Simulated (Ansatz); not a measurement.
**Run report: Rh, geometry relaxation (part 2 of 2)**

Continued. System: Rh (P6₃/mmc, 4 atoms in the cell). Method: DFT PBEsol, scalar-relativistic, plane waves, PAW, no spin polarisation (Ansatz 0.2.0); cutoff 420 eV, 18×18×6 k-mesh, Gaussian smearing of 0.1 eV. The structure derives from a Materials Project entry. It belongs to a series of runs on one base structure; here: relaxed at 30 GPa.

Geometry of the input (Å; fractional positions):
```
2.6009  0.0000  0.0000
-1.3004  2.2524  0.0000
0.0000  0.0000  8.4849
Rh 0.0000  0.0000  0.0000
Rh 0.3333  0.6667  0.2500
Rh 0.0000  0.0000  0.5000
Rh 0.6667  0.3333  0.7500
```

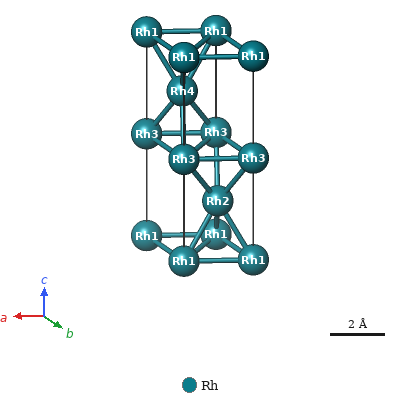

*The geometry at step 2 of the log (ball-and-stick view of the cell of the calculation, seen at an oblique angle; atoms are numbered from 1 in the order of the input).*

**The program's output, continued**
```
SCF iter   1: F=—  HF=-25354.547013 eV  |F-HF|=—  |Δ(HF+E_count)|=         —  Δρ=1.61e-4  dr2=9.12e-6  ethr=1.43e-8  ⟨swp⟩=2.0  Hψ=24989  notcnv=0
preconditioner: auto → Kerker (q_TF=auto, 2.874 Å⁻¹)  [metal: Δε(μ)=0.012 eV  Ē_g=7.385 eV  σ=0.100 eV  W_gap=0.07  n_scr=12 (ndim 8)  ℏωp=31.6 eV  f_vac=0.000  D(μ)=5.03/eV (n_scr^D=64)]
SCF iter   2: F=—  HF=-25354.547035 eV  |F-HF|=—  |Δ(HF+E_count)|=   2.22e-5  Δρ=9.06e-5  dr2=2.51e-6  ethr=1.34e-8  ⟨swp⟩=1.0  Hψ=6068  notcnv=0
iter 3 did not close the SCF: its close was put off for the readings that it lacked (scf_convergence_deferred on its scf_iter line)
SCF iter   3: F=-25354.547035 eV  HF=-25354.547035 eV  |F-HF|=4.20e-9  |Δ(HF+E_count)|=   2.57e-7  Δρ=1.44e-5  dr2=4.41e-8  ethr=3.69e-9  ⟨swp⟩=2.0  Hψ=8132  notcnv=0
iter 4 did not close the SCF: its close was put off for the readings that it lacked (scf_convergence_deferred on its scf_iter line)
SCF iter   4: F=-25354.547035 eV  HF=-25354.547035 eV  |F-HF|=1.09e-10  |Δ(HF+E_count)|=   3.08e-9  Δρ=1.81e-6  dr2=1.00e-9  ethr=6.48e-11  ⟨swp⟩=2.2  Hψ=9699  notcnv=0
iter 5 did not close the SCF: its close was put off for the readings that it lacked (scf_convergence_deferred on its scf_iter line)
SCF iter   5: F=-25354.547035 eV  HF=-25354.547035 eV  |F-HF|=5.82e-11  |Δ(HF+E_count)|=  2.76e-10  Δρ=5.59e-7  dr2=1.29e-10  ethr=1.47e-12  ⟨swp⟩=2.1  Hψ=7258  notcnv=0
SCF iter   6: F=-25354.547035 eV  HF=-25354.547035 eV  |F-HF|=0.00e0  |Δ(HF+E_count)|=  2.91e-11  Δρ=1.66e-7  dr2=9.45e-12  ethr=1.00e-12  ⟨swp⟩=4.9  Hψ=27450  notcnv=0
SCF 3 converged in 6 iterations: F = -25354.547035 eV  dr2 = 9.45e-12
relax step   3: F+E_penalty+E_count = -25354.54703463 eV  Δ(F+E_penalty+E_count) = +1.803e-2 eV  max|allowed force component| = 6.476e-17 eV/Å  Δτ_max = 0.0000 Å  P = +29.996 GPa  Ω = 49.812 Å³  energy of the carried Pulay correction = -7.684e-5 eV  (6 SCF iters, dr2 threshold 4.00e-7 eV, accepted)
Initial wavefunctions: pseudopotential atomic-orbital guess (no wavefunctions were taken with the density)
iter 1 solved again at ethr=7.96e-8 eV; its pass at ethr=3.10e-3 eV (dr2=5.41e-5 eV) is discarded
SCF iter   1: F=—  HF=-25354.547097 eV  |F-HF|=—  |Δ(HF+E_count)|=         —  Δρ=5.66e-6  dr2=2.81e-9  ethr=7.96e-8  ⟨swp⟩=3.1  Hψ=35416  notcnv=0
eigensolver tolerance schedule: the retry pair's looser diagonalisation over-reported the residual by 19298.53 of it (diagonalisation noise at 0.98 of the residual, at the tolerance the schedule requests for it); recorded, not acted on — ethr = c·dr2/N_el stays at c = 1.0e-1
preconditioner: auto → Kerker (q_TF=auto, 2.874 Å⁻¹)  [metal: Δε(μ)=0.011 eV  Ē_g=7.385 eV  σ=0.100 eV  W_gap=0.06  n_scr=12 (ndim 8)  ℏωp=31.6 eV  f_vac=0.000  D(μ)=5.03/eV (n_scr^D=64)]
SCF iter   2: F=—  HF=-25354.547120 eV  |F-HF|=—  |Δ(HF+E_count)|=   2.29e-5  Δρ=2.78e-6  dr2=4.64e-10  ethr=4.13e-12  ⟨swp⟩=3.8  Hψ=16696  notcnv=0
iter 3 did not close the SCF: its close was put off for the readings that it lacked (scf_convergence_deferred on its scf_iter line)
SCF iter   3: F=-25354.547120 eV  HF=-25354.547120 eV  |F-HF|=3.64e-11  |Δ(HF+E_count)|=  2.69e-10  Δρ=8.26e-7  dr2=4.82e-11  ethr=1.00e-12  ⟨swp⟩=2.4  Hψ=10111  notcnv=0
iter 4 did not close the SCF: its close was put off for the readings that it lacked (scf_convergence_deferred on its scf_iter line)
SCF iter   4: F=-25354.547120 eV  HF=-25354.547120 eV  |F-HF|=0.00e0  |Δ(HF+E_count)|=  4.37e-11  Δρ=7.11e-8  dr2=4.94e-13  ethr=1.00e-12  ⟨swp⟩=1.0  Hψ=6068  notcnv=0
iter 5 did not close the SCF: its close was put off for the readings that it lacked (scf_convergence_deferred on its scf_iter line)
SCF iter   5: F=-25354.547120 eV  HF=-25354.547120 eV  |F-HF|=0.00e0  |Δ(HF+E_count)|=    0.00e0  Δρ=1.20e-8  dr2=3.62e-14  ethr=1.00e-12  ⟨swp⟩=1.0  Hψ=6068  notcnv=0
iter 6 did not close the SCF: its close was put off for the readings that it lacked (scf_convergence_deferred on its scf_iter line)
SCF iter   6: F=-25354.547120 eV  HF=-25354.547120 eV  |F-HF|=0.00e0  |Δ(HF+E_count)|=    0.00e0  Δρ=3.82e-9  dr2=6.02e-15  ethr=1.00e-12  ⟨swp⟩=1.0  Hψ=6068  notcnv=0
SCF iter   7: F=-25354.547120 eV  HF=-25354.547120 eV  |F-HF|=0.00e0  |Δ(HF+E_count)|=    0.00e0  Δρ=1.08e-9  dr2=3.03e-16  ethr=1.00e-12  ⟨swp⟩=2.2  Hψ=17379  notcnv=0
SCF 4 converged in 7 iterations: F = -25354.547120 eV  dr2 = 3.03e-16
relax step   4: F+E_penalty+E_count = -25354.54711955 eV  Δ(F+E_penalty+E_count) = -8.491e-5 eV  max|allowed force component| = 6.476e-17 eV/Å  Δτ_max = 0.0000 Å  P = +29.995 GPa  Ω = 49.812 Å³  stress off target by 7.99e-3 GPa  SCF on the basis re-selected at this cell (its energy is not comparable with the rows above)  (7 SCF iters)
basis re-selected at this cell: Δ(F+E_penalty+E_count) = -8.491e-5 eV, ΔP = -0.001 GPa vs the last step (what re-selecting the basis moved, of the pressure what is left beyond the Pulay correction that the steps carried, after the strain that the cell walked since its last selection, with what the two solves' SCF thresholds leave and, on support functions, any second-order correction that the steps lacked; it is no measure of the basis error at this ecutwfc). This SCF's stress stands 7.99e-3 GPa from its target on what of the cell is left free (relax.cell.stress_tol is 8.00e-2 GPa) and its largest allowed force component is 6.48e-17 eV/Å (relax.f_tol is 8.00e-3 eV/Å): within both
SCF converged after 7 iterations
Free energy (F): -25354.547120 eV
Harris-Foulkes:  -25354.547120 eV  (|F-HF|=0.00e0)
Internal energy: -25354.521956 eV  (E = F + TS)
E sigma→0 (E₀):  -25354.534538 eV
Entropy (-TS):   -0.025164 eV (-6.291 meV/atom)
Fermi energy:    25.270938 eV
--- Per-component energies (eV) ---
  E_band       = -173.167609
  E_kinetic    = 2308.737628
  E_local      = -5768.990020  (includes V_loc(G=0)·N_el)
  E_nonlocal   = 1425.898787
  E_hartree    = 2034.335620
  E_xc         = -888.562831
  E_vxc        = -1120.034663  (∫ρ·V_xc dr)
  E_paw        = -14096.085972  (= ΣΔE_a)
  E_vpaw       = -1087.453931  (= ΣTr[D̂ρ^β])
  E_aug_tail   = 0.003350  (compensation charges beyond the density's cutoff)
  E_ewald      = -10370.963317
  E_core_change = 1.104799  (= ΣΔE_core)
  E_smearing   = -0.025164  (= −TS)
  E_closure    = -0.000000  (closes the sum)
  Σ components = -25354.547120   (vs F -25354.547120, Δ=0.00e0)
--- Forces (eV/Å), atoms counted from 1 ---
  atom   1  Rh    -0.00000000    -0.00000000     0.00000000
  atom   2  Rh    -0.00000000     0.00000000     0.00000000
  atom   3  Rh     0.00000000     0.00000000    -0.00000000
  atom   4  Rh     0.00000000    -0.00000000     0.00000000
  max |Σ_I F_I| component: 8.41e-30 eV/Å
--- Stress (GPa, compression-positive) ---
       29.992006       0.000000      -0.000000
        0.000000      29.992006      -0.000000
       -0.000000      -0.000000      30.001844
  P = ⅓ Tr σ = 29.9953 GPa (299.953 kbar)
--- Band table (eV; the first three rows and the last of 148) ---
  k-point 0: bands = ["-53.8986", "-53.8223", "-53.7995", "-53.7222", "-22.2719", "-21.7702", "-21.7584", "-21.3772", "-21.3772", "-21.3201", "-21.3201", "-21.2916", "-21.2916", "-21.2343", "-21.2337", "-21.2337", "16.4383", "18.1860", "18.3015", "18.3277", "21.5197", "21.5378", "21.5378", "21.5630", "21.5961", "21.5961", "21.6251", "22.0365", "22.0365", "22.1722", "22.1722", "23.5705", "23.5705", "24.2545", "24.2545", "24.8699", "24.8699", "25.7793", "25.7793", "25.7999", "34.8687"]
  k-point 1: bands = ["-53.8957", "-53.8362", "-53.7855", "-53.7252", "-22.2549", "-21.8978", "-21.6293", "-21.3749", "-21.3749", "-21.3289", "-21.3289", "-21.2827", "-21.2827", "-21.2528", "-21.2360", "-21.2360", "16.5162", "17.9849", "18.2087", "18.4538", "21.2838", "21.5607", "21.5607", "21.5899", "21.6227", "21.6227", "21.9974", "21.9974", "22.1104", "22.1277", "22.1277", "23.6255", "23.6255", "24.2106", "24.2106", "24.9441", "24.9441", "25.5214", "25.7257", "25.7257", "35.2144"]
  k-point 2: bands = ["-53.8871", "-53.8560", "-53.7656", "-53.7339", "-22.2051", "-22.0208", "-21.5023", "-21.3681", "-21.3681", "-21.3437", "-21.3437", "-21.3068", "-21.2678", "-21.2678", "-21.2430", "-21.2430", "16.7438", "17.5410", "18.2723", "18.4412", "21.2672", "21.4940", "21.6244", "21.6244", "21.6887", "21.6887", "21.9129", "21.9129", "22.0180", "22.0180", "22.9317", "23.7645", "23.7645", "24.0953", "24.0953", "24.8054", "25.1303", "25.1303", "25.5759", "25.5759", "36.1259"]
  k-point 147: bands = ["-53.6921", "-53.6921", "-53.6693", "-53.6693", "-22.0281", "-22.0281", "-21.9930", "-21.9930", "-21.8439", "-21.8439", "-21.8237", "-21.8237", "-21.5058", "-21.5058", "-21.4961", "-21.4961", "19.1699", "19.1699", "19.9106", "19.9106", "20.3149", "20.3149", "20.4981", "20.4981", "21.5588", "21.5588", "21.5733", "21.5733", "23.1637", "23.1637", "23.9773", "23.9773", "25.4143", "25.4143", "25.7107", "25.7107", "32.6848", "32.6848", "32.9177", "32.9177", "33.7336"]
--- Relaxed structure (3 steps of the walk, 3 accepted, 1 SCFs on fresh bases) ---
  F+E_penalty+E_count = -25354.54711955 eV   max|allowed force component| = 6.476e-17 eV/Å   (the final SCF, on the basis selected at the relaxed cell)
  cell:  # Å, volume = 49.8120 Å³
    - [2.602524392592043, -5.8126723641113566e-33, 2.043517628007899e-34]
    - [-1.3012621962960216, 2.253852237953375, -1.6116715403160027e-34]
    - [6.666652614582817e-34, -2.2222175381942725e-34, 8.492079224277415]
  atoms:
    - { symbol: Rh, position: [-1.7341781672430666e-34, -1.0599402596984783e-34, -7.721336384202043e-85] }
    - { symbol: Rh, position: [0.3333333333333333, 0.6666666666666667, 0.24999999999999997] }
    - { symbol: Rh, position: [-2.070907480171898e-34, -1.2387714737096442e-34, 0.49999999999999994] }
    - { symbol: Rh, position: [0.6666666666666667, 0.33333333333333337, 0.75] }
```

**Trajectory as extended XYZ (Å, eV, eV/Å), 4 frames, from step=1 to step=4**
```
4
Lattice="2.6009 0.0000 0.0000 -1.3004 2.2524 0.0000 0.0000 0.0000 8.4849" Properties=species:S:1:pos:R:3:forces:R:3 step=1 energy=-25354.52709 pressure_GPa=30.93
Rh    0.0000    0.0000    0.0000    0.0000   0.0000   0.0000
Rh    0.0000    1.5016    2.1212    0.0000   0.0000   0.0000
Rh    0.0000    0.0000    4.2425    0.0000   0.0000   0.0000
Rh    1.3004    0.7508    6.3637    0.0000   0.0000   0.0000
4
Lattice="2.6042 0.0000 0.0000 -1.3021 2.2553 0.0000 0.0000 0.0000 8.4982" Properties=species:S:1:pos:R:3:forces:R:3 step=2 energy=-25354.56507 pressure_GPa=29.14
Rh    0.0000    0.0000    0.0000    0.0000   0.0000   0.0000
Rh    0.0000    1.5035    2.1245    0.0000   0.0000   0.0000
Rh    0.0000    0.0000    4.2491    0.0000   0.0000   0.0000
Rh    1.3021    0.7518    6.3736    0.0000   0.0000   0.0000
4
Lattice="2.6025 0.0000 0.0000 -1.3013 2.2539 0.0000 0.0000 0.0000 8.4921" Properties=species:S:1:pos:R:3:forces:R:3 step=3 energy=-25354.54703 pressure_GPa=30.00
Rh    0.0000    0.0000    0.0000    0.0000   0.0000   0.0000
Rh    0.0000    1.5026    2.1230    0.0000   0.0000   0.0000
Rh    0.0000    0.0000    4.2460    0.0000   0.0000   0.0000
Rh    1.3013    0.7513    6.3691    0.0000   0.0000   0.0000
4
Lattice="2.6025 0.0000 0.0000 -1.3013 2.2539 0.0000 0.0000 0.0000 8.4921" Properties=species:S:1:pos:R:3:forces:R:3 step=4 energy=-25354.54712 pressure_GPa=30.00
Rh    0.0000    0.0000    0.0000    0.0000   0.0000   0.0000
Rh    0.0000    1.5026    2.1230    0.0000   0.0000   0.0000
Rh    0.0000    0.0000    4.2460    0.0000   0.0000   0.0000
Rh    1.3013    0.7513    6.3691    0.0000   0.0000   0.0000
```

**Summary**

- outcome: converged
- space group (tolerance 0.01 Å): P6₃/mmc (194)
- electrons treated: 68
- free energy: −25354.5471 eV
- Fermi energy: 25.271 eV
- gap on the k-point mesh: none (metallic)
- pressure: 30.00 GPa
- final volume: 49.81 Å³
- largest force (length of the vector) at the end: under 0.001 eV/Å
- final cell: a = 2.603 Å, b = 2.603 Å, c = 8.492 Å, α = 90.00°, β = 90.00°, γ = 120.00°
- hardware: 1 thread of AMD EPYC (Zen 3), 189 GiB of memory available, shared host
- wall time: 1.8 min
- peak memory: 0.51 GiB

**Remarks**

The cell was relaxed to the target pressure of the input; what is minimised is then the enthalpy E + pV.
